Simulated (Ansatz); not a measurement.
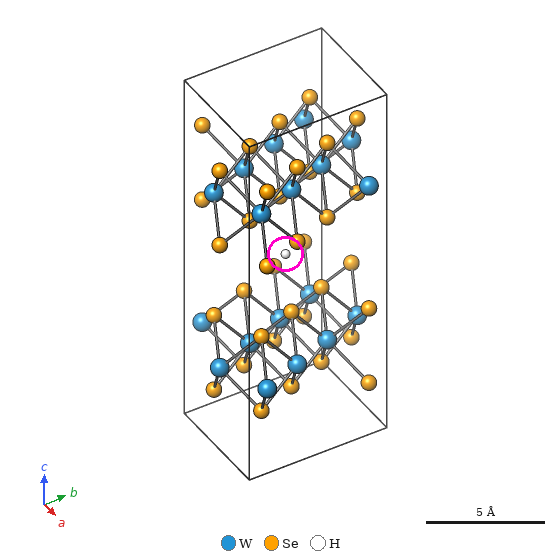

Ball-and-stick drawing of the structure, looking slightly off an axis. Lines trace the edges of the supercell. The host is WSe2, in a cell of 42 sites, and the cell is neutral. A ring marks the defect's site.

**Describe the defect.**

An interstitial hydrogen atom. It is bonded to no bonds drawn. Not all metal-metal contacts are counted.

Level of theory and settings: DFT PBE, scalar-relativistic, plane waves, PAW (Ansatz), cutoff 420 eV, a 2×2×2 grid in reciprocal space, Gaussian smearing of 0.01 eV, collinear spins.

**Does the defect leave unpaired spin?**

Yes, 1.0 μB in the cell.

The atoms were relaxed in the host's cell with DFT PBE, scalar-relativistic, plane waves, PAW in Ansatz.
